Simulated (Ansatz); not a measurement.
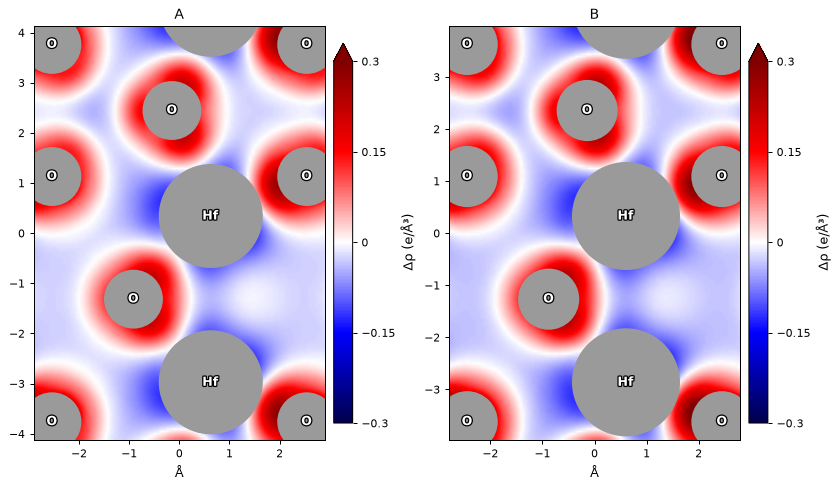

HfO2: deformation density on the (11̄0) plane of the conventional cell at two volumes, with the same fractional coordinates and one colour scale. Grey discs cover the cores.

Space group P2_12_12. This isn't the usual form at ambient conditions. The cell comes from a database of computed structures, not from a measurement.

Level of theory: Ansatz, DFT PBE, scalar-relativistic, plane waves, PAW.

How do the two volumes compare, and how does the bonding charge respond?

Answer. A is the larger cell: A has 112 % of the volume of B. The pressure is 10 GPa in B and −16 GPa in A. Bader charges in B: Hf +2.63 and O −1.32 e; in A: Hf +2.65 and O −1.32 e. The rearranged charge is 0.32 e an atom in B and 0.32 e in A. The scaled cell isn't relaxed: forces reach 0.5 eV/Å.
